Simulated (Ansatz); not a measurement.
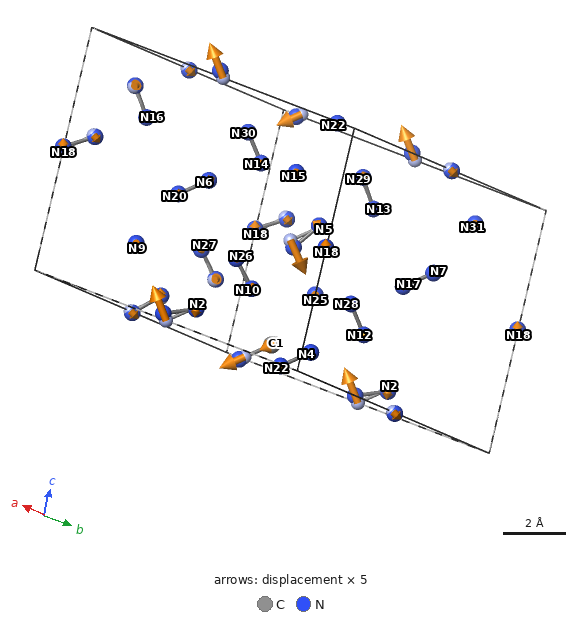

A relaxation of a defect cell of composition CN$_{31}$. The starting structure is drawn faded, the final one solid; orange arrows show the displacements, 5 times their true length.

A ball-and-stick model of the cell of the calculation (origin shifted), seen from a free direction.

Case: C on a N site (f), charge +0, atoms relaxed at the host's cell.

Computed with DFT PBE+D3(BJ), scalar-relativistic, plane waves, PAW in Ansatz. (plane-wave cutoff 420 eV; k-point mesh 2 × 2 × 2; occupations gaussian; smearing width 0.01 eV; mesh shifted by (0.5, 0.5, 0.5); collinear spin; atoms relaxed in a fixed cell; force threshold 0.025 eV/Å; at most 45 steps)

> Which element moves most?

Nitrogen: up to 0.25 Å, against 0.11 Å for carbon.

> What happened in the run?

The largest moves, 0.25 Å, are those of N atoms. By element the largest moves are N 0.25 Å, C 0.11 Å. The lattice vectors keep their values. Near-neighbour distances that change, for instance: C–N 1.102 → 1.172 Å. Over 8 accepted moves (12 points after the start) the energy falls by 0.310 eV per cell of the calculation. Largest force component: 6.5 eV/Å at the start, 0.0011 eV/Å at the end. The line search rejected the trial steps at points 1, 8 of the run. 2 steps only repeated the SCF at the same geometry. The forces were under the threshold at step 6, but the run went on from there. The run took of the order of 25 core-minutes on a shared host.
